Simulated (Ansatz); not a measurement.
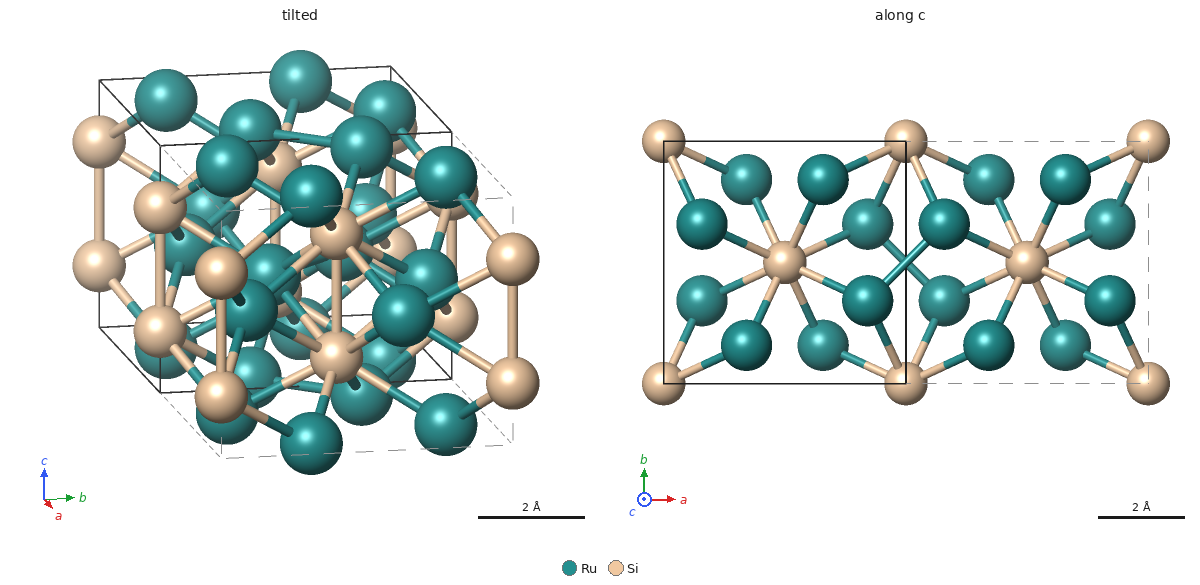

Structure drawing (ball-and-stick), viewed slightly off an axis and along the c axis. The solid frame is a single conventional unit cell within a 2×1×1 block.

Explain the picture.

The stoichiometry is SiRu2. The lattice is body-centred tetragonal and the space group I4/mcm (No. 140). Content of the cell: 4 Si, 8 Ru (Z = 4). About every Ru there are four Si and one Ru (about 2.5 Å to Si, 2.5 Å to Ru). Around each Si lie eight Ru and two Si (about 2.5 Å to Ru, 2.4 Å to Si). Not all metal-metal contacts are counted. The bonds build a three-dimensional framework.

It goes back to a structure listed in the Materials Project, with elements exchanged, so it need not be a known form of the compound. Atoms and cell were optimised with Ansatz 0.2.0, DFT PBEsol, scalar-relativistic, plane waves, PAW.
